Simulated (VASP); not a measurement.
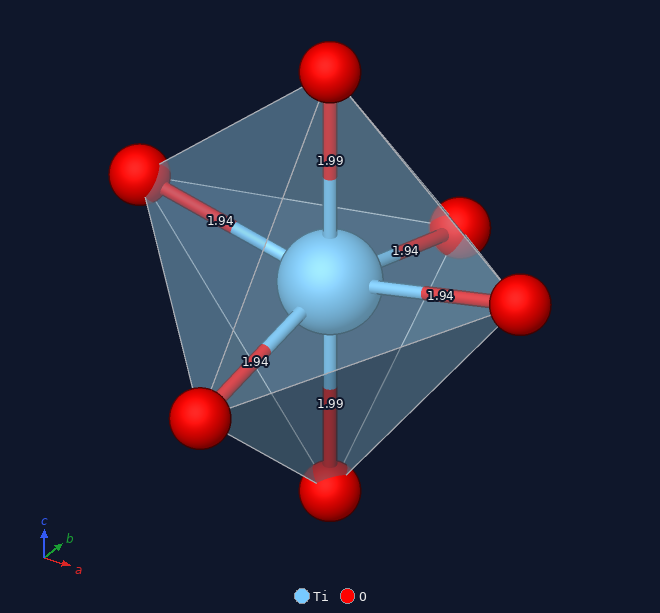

The TiO6 unit about Ti in TiO₂. Source: coordinates from a relaxation with VASP 6.6.1, VASP Kohn-Sham DFT of a periodic cell, rev-vdW-DF2, VASP PAW PBE potentials, recommended.

TiO2, space group I4_1/amd:1 (No. 141), a = 3.798 Å, b = 3.798 Å, c = 9.565 Å, α = 90.00°, β = 90.00°, γ = 90.00°

| site | Wyckoff | x | y | z |
| --- | --- | --- | --- | --- |
| Ti | 4a | 0.0000 | 0.5000 | 0.2500 |
| O | 8e | 0.5000 | 0.5000 | 0.2916 |

### Compute the usual distortion measures of this polyhedron.

It is closest to the octahedron.

```json
{"measure": "mean bond length", "value": "1.958 Å"}
{"measure": "bond-length distortion index (Baur)", "value": "0.012"}
{"measure": "effective coordination number (Hoppe)", "value": "5.97"}
{"measure": "shape measure against the octahedron", "value": "2.81"}
{"measure": "shape measure against the trigonal prism", "value": "12.35"}
{"measure": "centre off the ligands' centroid by", "value": "0.00 Å"}
{"measure": "polyhedral volume", "value": "9.58 Å³"}
{"measure": "quadratic elongation", "value": "1.029"}
{"measure": "bond-angle variance", "value": "104.1 deg²"}
```
